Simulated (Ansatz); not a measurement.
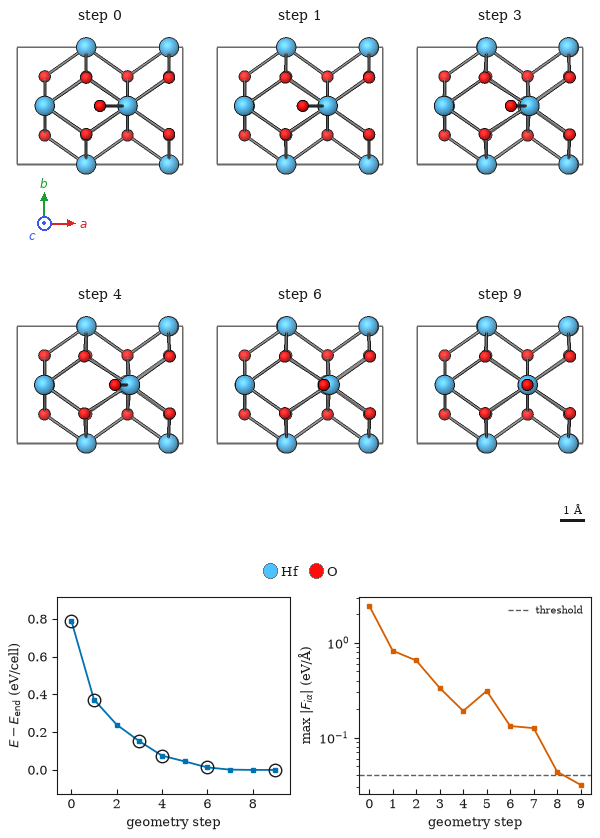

Frames of a constrained relaxation of a slab of composition Hf8O17 (cut from the Fm-3m phase), marked on the history of the run. Style: ball-and-stick. Shown: the cell of the calculation, outlined in the plane, without the vacuum (origin shifted), along the c axis.

Case: 1 O a cell, anchor, over a hollow O-O-Hf site. The slab is the (1 1 0) face of HfO2 with O on it. 12 atoms are held fixed.

The calculation used DFT PBE+D3(BJ), scalar-relativistic, plane waves, PAW in Ansatz. (plane-wave cutoff 420 eV; k-point mesh 2 × 3 × 1; occupations gaussian; smearing width 0.05 eV; collinear spin; dipole correction; atoms relaxed in a fixed cell; force threshold 0.04 eV/Å; at most 100 steps)

Q: What happens along the run?

A: The energy falls by 0.791 eV per cell of the calculation in 9 geometry steps. The largest force component goes from 2.5 to 0.032 eV/Å. The atom that moves furthest is an O atom (1.19 Å within the plane). Largest moves by element: O 1.19 Å, Hf 0.18 Å. The cell doesn't change. Some distances before and after: Hf–O 2.512 → 2.025 Å, Hf–Hf 3.407 → 3.585 Å, Hf–O 2.030 → 2.176 Å, Hf–Hf 3.412 → 3.481 Å. Among the angles between lasting bonds that change: Hf–O–Hf 106.0° → 108.8°, Hf–O–Hf 104.9° → 107.4°. From step 0 to 1: an O atom moves most (0.19 Å), energy −0.418 eV per cell of the calculation. From step 1 to 3: an O atom moves most (0.36 Å), energy −0.221 eV per cell of the calculation. From step 3 to 4: an O atom moves most (0.20 Å), energy −76.4 meV per cell of the calculation. From step 4 to 6: an O atom moves most (0.39 Å), energy −62.4 meV per cell of the calculation. From step 6 to 9: an O atom moves most (0.15 Å), energy −13.5 meV per cell of the calculation.

Limits of the set-up: the k-point mesh is coarse for a cell with partly filled bands; the periodic images lie only 5.1 Å apart, so the values are limited by the cell's size.
